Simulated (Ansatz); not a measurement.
Given this structure, the input geometry of an electronic-structure calculation (not necessarily at equilibrium); the starting structure was generated, so it need not be a known form of this composition, written in its standard cell:

```cif
data_structure
_symmetry_space_group_name_H-M 'Im-3m'
_symmetry_Int_Tables_number 229
_cell_length_a 3.2988
_cell_length_b 3.2988
_cell_length_c 3.2988
_cell_angle_alpha 90.000
_cell_angle_beta 90.000
_cell_angle_gamma 90.000
_cell_volume 35.90
loop_
_atom_site_label
_atom_site_type_symbol
_atom_site_symmetry_multiplicity
_atom_site_Wyckoff_symbol
_atom_site_fract_x
_atom_site_fract_y
_atom_site_fract_z
_atom_site_occupancy
Ag1 Ag 2 a 0.00000 0.00000 0.00000 1
```

What does the kinematic electron diffraction pattern along [001] look like at 120 kV (B = 0.5 Å²)?

The spots form a square net with both shortest vectors at d = 2.33 Å, 90.0° apart. They are 1 -1 0 and 1 1 0. The pattern has symmetry 4mm. The lattice centring (I) removes all reflections that break h + k + l = 2n.

Strongest reflections with d > 0.80 Å, one of each family (|F|² from tabulated Gaussian fits of the electron scattering factors, times a small damping for the curvature of the Ewald sphere):

```tsv
hkl	d (Å)	I (strongest = 100)
1 1 0	2.333	100
2 0 0	1.649	55
2 2 0	1.166	24
3 1 0	1.043	17
4 0 0	0.825	8
```

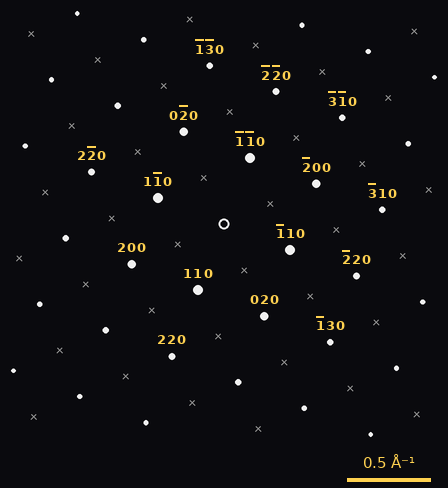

Calculated pattern, seen from the source side with [001] pointing towards the source; crosses mark the places of extinct reflections.
